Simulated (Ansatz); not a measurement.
System: WC.

The calculation's input:

```
crystal:
  lattice:
    - [0.0, 2.3502306147, 2.3502306147]
    - [2.3502306147, 0.0, 2.3502306147]
    - [2.3502306147, 2.3502306147, 0.0]
  atoms:
    - { symbol: W, position: [0.0, 0.0, 0.0] }
    - { symbol: C, position: [0.25, 0.25, 0.25] }
basis:
  ecutwfc: 420
kpoints:
  mp_grid: { grid: [20, 20, 20] }
hamiltonian:
  xc: pbe
scf:
  occupations: { method: gaussian, width: 0.1 }
output:
  forces: true
  stress: true
  eigenvalues: true
  write_density: true
  write_potential: true
  elf: true
  volumetric_format: npy
relax:
  adjacent_minimum: "off"
  f_tol: 0.01
  max_steps: 80
  cell: { stress_tol: 0.05 }
```

Command:

```sh
ansatz run input.yaml --threads 1 --pin off --max-ram 2560MiB --backend cpu --events-out ev --progress --plain --runs-dir out
```

Below, planes, directions and counts refer to the conventional cell (a = 4.70 Å, b = 4.70 Å, c = 4.70 Å, α = 90.00°, β = 90.00°, γ = 90.00°).

The fields are those of the run's last geometry, not of the input's.

Space group F-43m; a structure generated by program, which may or may not match a known phase.

These are results of DFT PBE, scalar-relativistic, plane waves, PAW (Ansatz), not measurements.

> What can the converged valence pseudo-density and electron localisation function tell about the bonding?

W–C (2.03 Å): the density is about 0.94 e/Å³ at the midpoint; the ELF peaks at about 0.80 in the valence shell of C, 0.7 Å from its nucleus, and is about 0.35 at the midpoint.

> Does the calculation make it a metal, or give it a gap?

It is gapless in this calculation (a metal or semimetal).

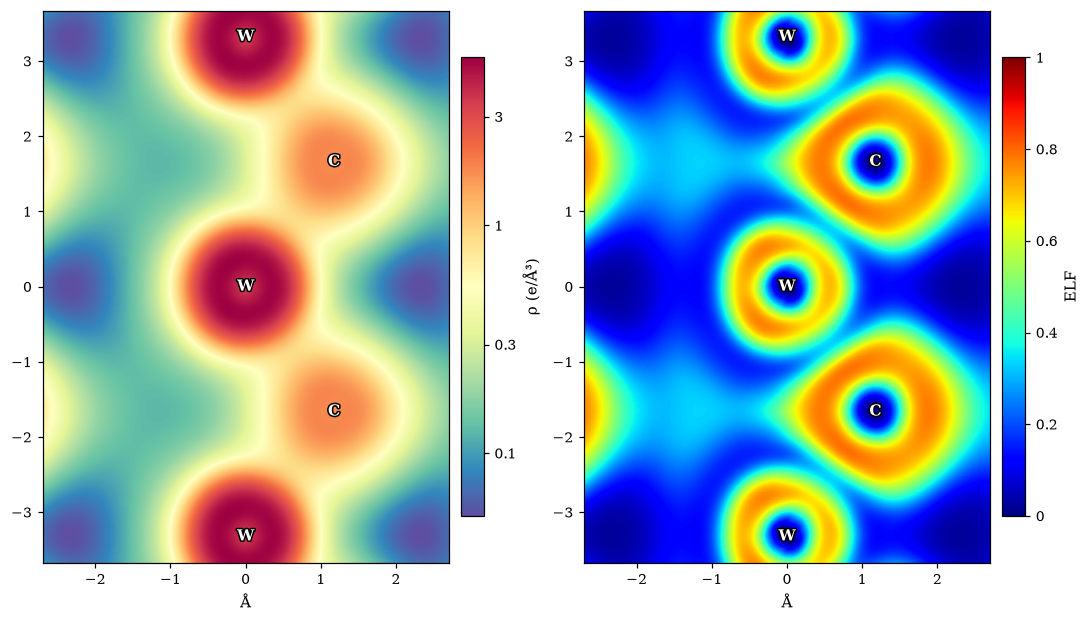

Computed valence pseudo-density and electron localisation function on the (110) plane of the conventional cell, in this order. 

In a PAW calculation such maps are meaningful between the atoms, not at the nuclei.
